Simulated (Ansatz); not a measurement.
# Calculations on Si3N4

Part 1: Relaxation

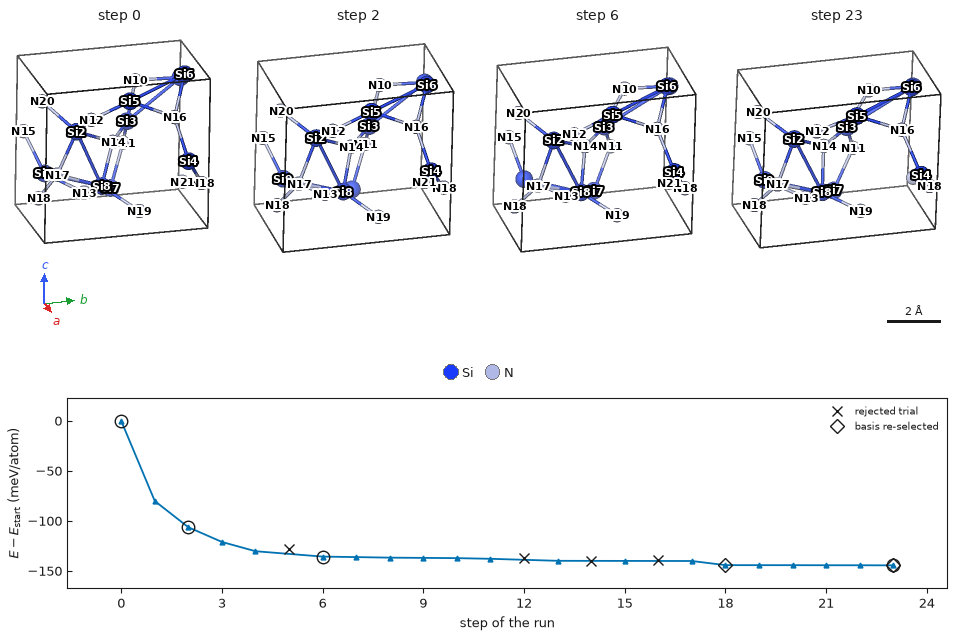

Frames of a relaxation of an amorphous cell of composition Si₃N₄ (coarse preliminary run), marked on the history of the run. Style: ball-and-stick. Shown: the cell of the calculation (origin shifted), slightly off an axis.

Case: the quenched liquid.

Computed with DFT PBE, scalar-relativistic, plane waves, PAW in Ansatz.

The input:
```yaml
crystal:
  lattice:
    - [6.45212, 0.246429, 0.275834]
    - [0.246429, 6.257687, 0.238667]
    - [0.275834, 0.238667, 5.97352]
  atoms:
    - { symbol: Si, position: [0.1716204368, 0.6749344898, 0.6247577126] }
    - { symbol: Si, position: [0.5254973985, 0.9786891134, 0.4229706251] }
    - { symbol: Si, position: [0.1769417094, 0.3512407134, 0.3648115151] }
    - { symbol: Si, position: [0.8622965049, 0.605829744, 0.2484023189] }
    - { symbol: Si, position: [0.7708424629, 0.2570680432, 0.6623601905] }
    - { symbol: Si, position: [0.620062686, 0.6172407149, 0.7683679037] }
    - { symbol: Si, position: [0.0400556032, 0.2820820429, 0.8874834018] }
    - { symbol: Si, position: [0.4662138945, 0.1486610896, 0.0248256589] }
    - { symbol: Si, position: [0.2144134408, 0.8428419379, 0.0754821569] }
    - { symbol: "N", position: [0.1793153536, 0.3968902321, 0.6348353685] }
    - { symbol: "N", position: [0.9925418288, 0.362726816, 0.1718139631] }
    - { symbol: "N", position: [0.7372821401, 0.0279147836, 0.5522509422] }
    - { symbol: "N", position: [0.2386628163, 0.0833457985, 0.9290606999] }
    - { symbol: "N", position: [0.4065384236, 0.2225183855, 0.2990793159] }
    - { symbol: "N", position: [0.0892291945, 0.7325361752, 0.3383811734] }
    - { symbol: "N", position: [0.7776237852, 0.5307711623, 0.5297237624] }
    - { symbol: "N", position: [0.5098987687, 0.8663991856, 0.1422478789] }
    - { symbol: "N", position: [0.6826336259, 0.7218768179, 0.042633927] }
    - { symbol: "N", position: [0.5762547336, 0.3610676512, 0.8642631614] }
    - { symbol: "N", position: [0.4179977358, 0.7833397208, 0.6191885457] }
    - { symbol: "N", position: [0.0835570907, 0.7143876868, 0.8965592466] }
  symmetry: { detect: false }
basis:
  ecutwfc: 420
kpoints:
  mp_grid: { grid: [2, 2, 2], shift: [0.5, 0.5, 0.5] }
hamiltonian:
  xc: pbe
scf:
  occupations: { method: gaussian, width: 0.1 }
  lower_state_search: "off"
output:
  forces: true
  stress: true
  eigenvalues: true
relax:
  adjacent_minimum: "off"
  f_tol: 0.04
  max_steps: 70
  cell: { stress_tol: 0.3 }
```

Launched with:
```bash
ansatz run input.yaml --threads 2 --pin off --max-ram 5120MiB --backend cpu --events-out ev --progress --plain --runs-dir out
```

### Describe the path.

The atom that moves furthest relative to the cell is N14 (0.52 Å along [−1 −2 1]). By element the largest moves are N 0.52 Å, Si 0.33 Å. The drawn cell changes as follows: a 6.463 → 6.744 Å (+4.3 %), b 6.267 → 6.746 Å (+7.6 %), c 5.985 → 5.396 Å (−9.8 %), α 85.4° → 83.5°, β 84.8° → 86.1°, γ 85.5° → 87.6°; the volume changes by +1.3 %. Among the contacts that change: Si3–N15 2.408 → 3.145 Å, Si4–N21 2.515 → 1.976 Å, Si3–Si7 3.178 → 2.736 Å, Si3–Si4 2.595 → 2.948 Å. Among the angles between lasting bonds that change: Si3–N10–Si7 131.8° → 105.6°, N16–Si4–N18 122.5° → 98.9°, N10–Si7–N11 133.3° → 113.1°. Over 17 accepted moves (23 points after the start) the energy falls by 144 meV per atom. The largest force component goes from 2.4 to 0.03 eV/Å. Pressure: 0.07 GPa at the start and 0.04 GPa at the end. The line search rejected the trial steps at points 5, 12, 14, 16 of the run. At 2 points the geometry stayed and the basis and grid were re-selected for the new cell (energy shift of 4.1 meV per atom at most each time). From step 0 to 2: Si and N atoms move most (0.12 Å), volume +2.4 %, energy −106 meV per atom. From step 2 to 6: N15 moves most (0.35 Å), volume −0.1 %, energy −29.3 meV per atom. From step 6 to 23: Si4 moves most (0.24 Å), volume −0.9 %, energy −8.8 meV per atom.

Limits of the set-up: the periodic images lie only 6.0 Å apart, so the values are limited by the cell's size.

Part 2: Dynamics

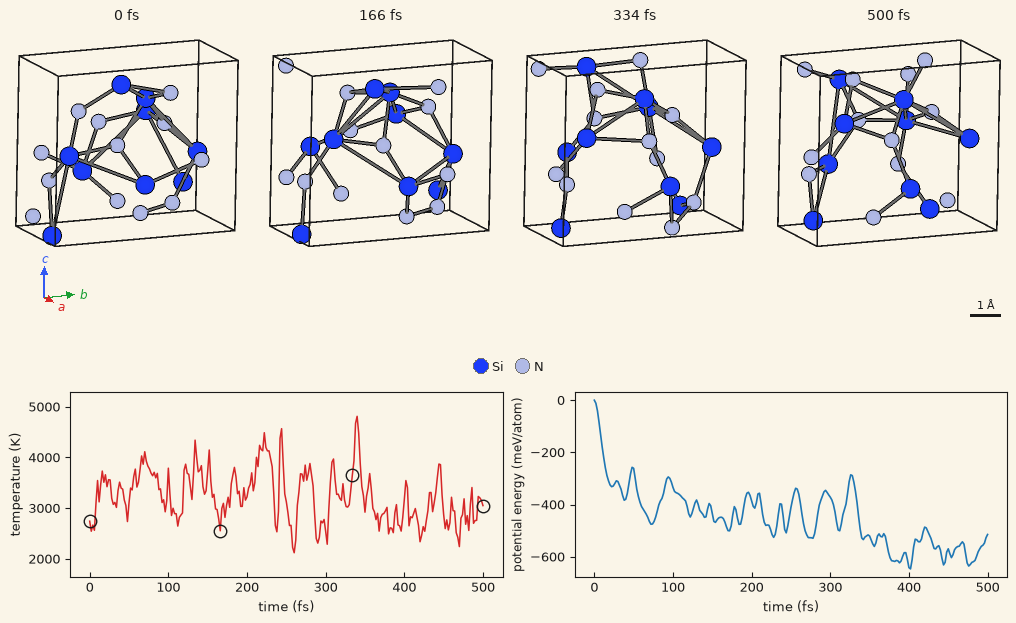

A Born-Oppenheimer molecular dynamics run of an amorphous cell of composition Si3N4 (21 atoms in the cell), 500 fs long. It starts from the last geometry of an earlier run, with fresh velocities. Frames and the history of the run. Style: ball-and-stick. Shown: the simulation cell, slightly off an axis. Atoms that leave the cell re-enter on the other side. Bonds to atoms that aren't drawn are left out.

Theory: DFT PBE, scalar-relativistic, plane waves, PAW in Ansatz 0.2.0. Run with plane-wave cutoff 420 eV; k-point mesh 1 × 1 × 1; Fermi-Dirac smearing 0.248 eV; set temperature 2880 K; time step 2 fs.

What happens in this trajectory?

Over the second half the temperature averages 3054 K (spread ±494 K). The potential energy is still drifting at the end, so the run hasn't reached equilibrium. The potential energy in the second half lies on average 512 meV per atom below the first frame. The mean pressure there is 8.2 GPa. In the second half of the run the atoms are, in the root-mean-square, this far from where they began (common drift taken out): N 1.28 Å, Si 1.01 Å. That is a large part of the typical shortest distance between atoms in the first frame, about 1.6 Å and still growing: the atoms leave their places as in a liquid. Bond changes: 8 N–Si bonds break between 24 fs and 464 fs; 3 Si–Si contacts open and close in turn; 8 N–Si bonds form between 38 fs and 350 fs; 6 Si–Si bonds form between 78 fs and 500 fs; 4 Si–Si bonds break between 112 fs and 356 fs.

Limits of the set-up: the periodic images lie only 6.0 Å apart, so the values are limited by the cell's size.

Part 3: Dynamics

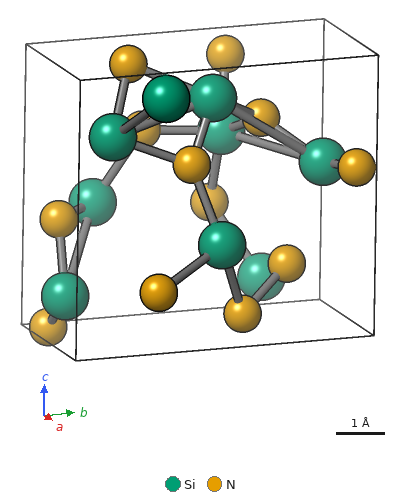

Starting frame of a dynamics run of an amorphous cell of composition Si3N4 (21 atoms in the cell). It starts from the last geometry of an earlier run, with fresh velocities. Style: ball-and-stick. Shown: the simulation cell, slightly off an axis. Bonds to atoms that aren't drawn are left out.

These are results of Ansatz, DFT PBE, scalar-relativistic, plane waves, PAW, not measurements.

The input:
```yaml
crystal:
  lattice:
    - [6.45212, 0.246429, 0.275834]
    - [0.246429, 6.257687, 0.238667]
    - [0.275834, 0.238667, 5.97352]
  atoms:
    - { symbol: Si, position: [0.1374163814, 0.6350848915, 0.6515025023] }
    - { symbol: Si, position: [0.4702433173, 0.9169461996, 0.5588094527] }
    - { symbol: Si, position: [0.0902556358, 0.2157527226, 0.4282185127] }
    - { symbol: Si, position: [0.7570436571, 0.5301690439, 0.3330448305] }
    - { symbol: Si, position: [0.6815224427, 0.1713742991, 0.7403406534] }
    - { symbol: Si, position: [0.5574446902, 0.5279288832, 0.8323957617] }
    - { symbol: Si, position: [0.98862475, 0.2915177951, 0.9062027407] }
    - { symbol: Si, position: [0.3880841781, 0.0733503252, 0.1447358063] }
    - { symbol: Si, position: [0.0944097057, 0.7857962757, 0.1119245687] }
    - { symbol: "N", position: [0.1594625624, 0.3640393874, 0.6825161025] }
    - { symbol: "N", position: [0.9521446445, 0.2839647627, 0.2109026813] }
    - { symbol: "N", position: [0.6818934255, 0.9914180093, 0.5594374927] }
    - { symbol: "N", position: [0.1639110599, 0.059382193, 0.0069153346] }
    - { symbol: "N", position: [0.2881331131, 0.0661678054, 0.406655104] }
    - { symbol: "N", position: [0.0170794556, 0.6213853279, 0.3833863492] }
    - { symbol: "N", position: [0.6668917013, 0.440404521, 0.6168457879] }
    - { symbol: "N", position: [0.4665083942, 0.8017561175, 0.2056778826] }
    - { symbol: "N", position: [0.615168478, 0.628590716, 0.0621284366] }
    - { symbol: "N", position: [0.5136865782, 0.2500586311, 0.9728215186] }
    - { symbol: "N", position: [0.3631533093, 0.7261012233, 0.7195305112] }
    - { symbol: "N", position: [0.0376002965, 0.6633360256, 0.909604581] }
  symmetry: { detect: false }
basis:
  ecutwfc: 420
  xc_grid: 1
kpoints:
  mp_grid: { grid: [1, 1, 1], shift: [0.25, 0.25, 0.25] }
hamiltonian:
  xc: pbe
scf:
  occupations: { method: fermi_dirac, width: 0.1379 }
  lower_state_search: "off"
  convergence: { dr2_threshold: 1.0e-05 }
output:
  forces: true
  stress: true
md:
  timestep: 2.0
  n_steps: 250
  ensemble: nvt_langevin
  friction: 0.03
  temperature: 1600.0
  initial_velocities: maxwell_boltzmann
  seed: 9186
```

Command:
```bash
ansatz run input.yaml --threads 2 --pin off --max-ram 5120MiB --backend cpu --events-out ev --progress --plain --runs-dir out
```

### Predict how the run goes.

The mean temperature in the second half is 1587 K (standard deviation 329 K). The potential energy in the second half lies on average 254 meV per atom below the first frame. The mean pressure there is 4.0 GPa. In the second half of the run the atoms are, in the root-mean-square, this far from where they began (common drift taken out): Si 0.44 Å, N 0.41 Å. Against the typical shortest distance between atoms in the first frame, about 1.6 Å these are wide excursions, but the first-neighbour bonds of the start all hold: the network flexes, or its layers or units shift against each other, without breaking. Bond changes: 3 N–Si bonds form between 208 fs and 350 fs; 3 N–Si bonds break between 260 fs and 492 fs.

Along the run (each row but the first and the last is the mean over the interval that it begins):

| time (fs) | potential energy (meV/atom) | T (K) | p (GPa) |
| --- | --- | --- | --- |
| 0.0 | 0.0 | 1524 | 15.2 |
| 50.0 | -242.5 | 1880 | 4.5 |
| 100.0 | -199.5 | 1799 | 2.5 |
| 150.0 | -216.2 | 1750 | 4.3 |
| 200.0 | -273.1 | 1643 | 1.1 |
| 250.0 | -237.9 | 1604 | 2.9 |
| 300.0 | -230.7 | 1760 | 3.1 |
| 350.0 | -240.3 | 1799 | 4.4 |
| 400.0 | -310.9 | 1404 | 4.3 |
| 450.0 | -251.3 | 1363 | 5.4 |
| 500.0 | -255.9 | 1655 | 5.9 |

The paths of the atoms:

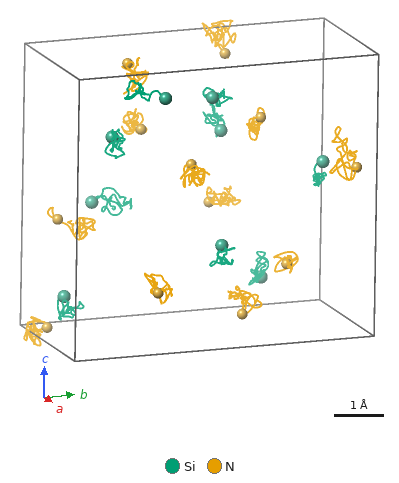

Limits of the set-up: the periodic images lie only 6.0 Å apart, so the values are limited by the cell's size.

The run took 3.3 min on 2 threads of Arm Neoverse V2, on a shared host, peak memory 0.39 GiB.
